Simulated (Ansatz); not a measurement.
## Electronic structure of BaTe in real space

Input

```
crystal:
  lattice:
    - [-0.0176619342, 3.5323868426, 3.5323868426]
    - [3.5323868426, -0.0176619342, 3.5323868426]
    - [3.5147249084, 3.5147249084, 0.0]
  atoms:
    - { symbol: Ba, position: [0.0, 0.0, 0.0] }
    - { symbol: Te, position: [0.5, 0.5, 0.5] }
kpoints:
  mp_grid: { grid: [6, 6, 6] }
  band_path:
    path:
      - [0.0, 0.0, 0.0]
      - [0.5, 0.0, 0.5]
      - [0.625, 0.25, 0.625]
      - [0.375, 0.375, 0.75]
      - [0.5, 0.5, 0.5]
      - [0.5, 0.25, 0.75]
      - [0.5, 0.5, 0.0]
    npoints: 1
hamiltonian:
  xc: r2scan
scf:
  occupations: { method: fixed }
  n_extra_bands: 4
output:
  forces: true
  stress: true
  eigenvalues: true
  write_density: true
  write_potential: true
  elf: true
  volumetric_format: npy
```

Run with:

```sh
ansatz run input.yaml --threads 4 --pin off --max-ram 4608MiB --backend cpu --events-out ev --progress --plain --runs-dir out
```

Below, planes, directions and counts refer to the conventional cell (a = 4.97 Å, b = 5.02 Å, c = 7.06 Å, α = 90.00°, β = 90.00°, γ = 90.00°).

Space group Immm; started from the rocksalt prototype, which need not be the ambient phase; changed on purpose from its base cell (shear xy strain -1.0%).

All numbers below come from Ansatz 0.2.0, DFT, r2SCAN, plane waves, PAW.

In a PAW calculation such maps are meaningful between the atoms, not at the nuclei.

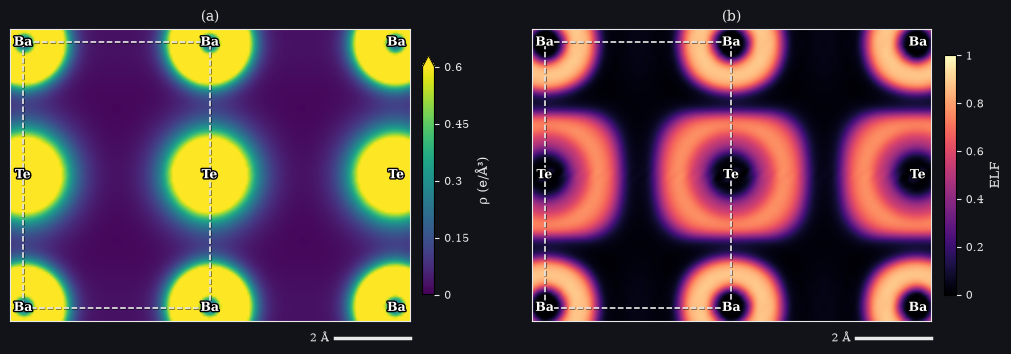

Figure 1. (a) valence charge density (pseudo); (b) ELF on the (010) plane of the conventional cell.

> Interpret the plot.

- The section cuts through Ba and Te sites.
- Ba–Te (3.53 Å): ρ is about 0.12 e/Å³ halfway; the ELF peaks at about 0.75 in the valence shell of Te, 1.3 Å from its nucleus, and drops to about 0.10 between the two atoms: no shared electron pair shows on this line.
- Between the atoms the lowest density in this plane is 0.01 e/Å³.
- The features right at Ba lie inside the PAW spheres, where the map follows smoothed inner orbitals and isn't to be read closely.

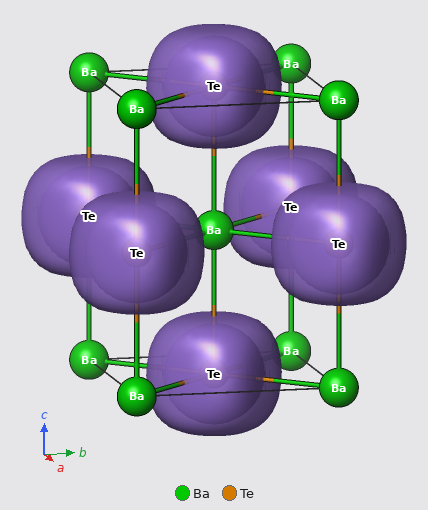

Figure 2. Isosurface of the ELF at 0.7 (purple), seen slightly off an axis. Core shells and regions of very low density are left out. Sticks mark near contacts.

> Where are the electrons localised?

At this value the surface marks out two regions wrapped around Te (the valence shell of each), counted in one cell of 4 atoms. Any copies at cell faces, edges or corners count once.

> Metal or insulator at this level of theory?

It is gapped, with a Kohn–Sham gap of 2.0 eV on the k-point mesh, an upper bound to the gap of this method.
